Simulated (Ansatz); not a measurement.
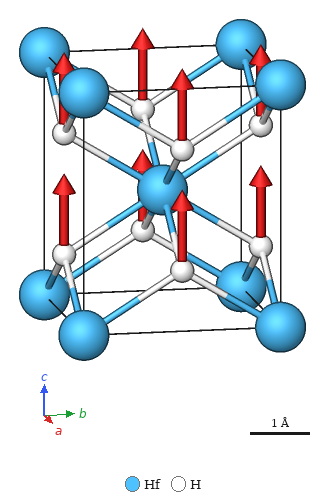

Lattice vibrations of crystalline HfH2, at the zone centre. The optical levels lie at 1081 (×2), 1147, 1254 (×2), 1364 cm⁻¹. One mode is drawn. The red arrows give the relative displacements of the atoms. A ball-and-stick model of the conventional cell (2 times the calculation's cell), seen slightly off an axis. Lengths and directions refer to the drawn axes.

Level of theory: DFT PBEsol, scalar-relativistic, plane waves, PAW in Ansatz. Set-up: plane-wave cutoff 420 eV; k-point mesh 16 × 16 × 16; occupations fermi dirac; smearing width 0.15 eV; no spin polarisation.

The frequencies depend somewhat on the k-mesh and the smearing.

### Which of these frequencies is the drawn mode's?

The level at 1147 cm⁻¹. This is the A₂u mode, optical level 2 of 4, counted from below, infrared-active by symmetry. The Hf atoms hardly move; the H sublattice moves as a whole against them, along c; the kinetic energy is shared as H 99 %, Hf 1 %. The crystal is a metal, so free carriers screen the infrared response.
